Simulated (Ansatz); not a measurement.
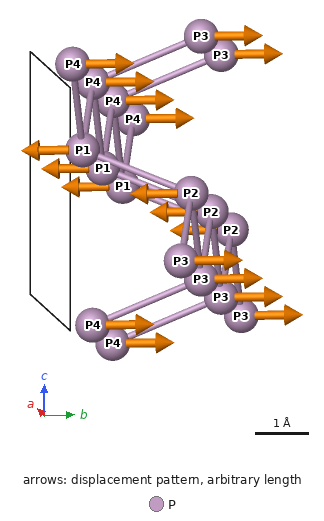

The lowest optical mode of solid P, space group Pmna (No. 53), at the zone centre. Displacements are drawn as orange arrows; their common scale and sign are arbitrary. The picture is a ball-and-stick view of the 2 × 1 repeat of the cell, outlined in the plane, without the vacuum, seen from a free direction.

These are results of Ansatz, DFT PBEsol, scalar-relativistic, plane waves, PAW, not measurements. Set-up: plane-wave cutoff 420 eV; k-point mesh 8 × 1 × 6; occupations gaussian; smearing width 0.05 eV; no spin polarisation.

Frequencies are those without the non-analytic (LO–TO) term.

**Is this crystal at a minimum with respect to the drawn distortion?**

Yes: this softest mode has a real frequency, and so have all others here. That speaks for this wave vector alone: the rest of the zone wasn't checked in this run. This is the B₁u mode at 3.81 THz, the lowest optical level, infrared-active by symmetry. All motion is along b of the drawn cell; atoms of one kind move against one another, with no net shift of their sublattice; the P–P bond lengths don't change to first order, so for these it is a bending, tilting or sliding motion.

Limits of the set-up: layers or molecules are held without a dispersion correction, so their spacing is unreliable.
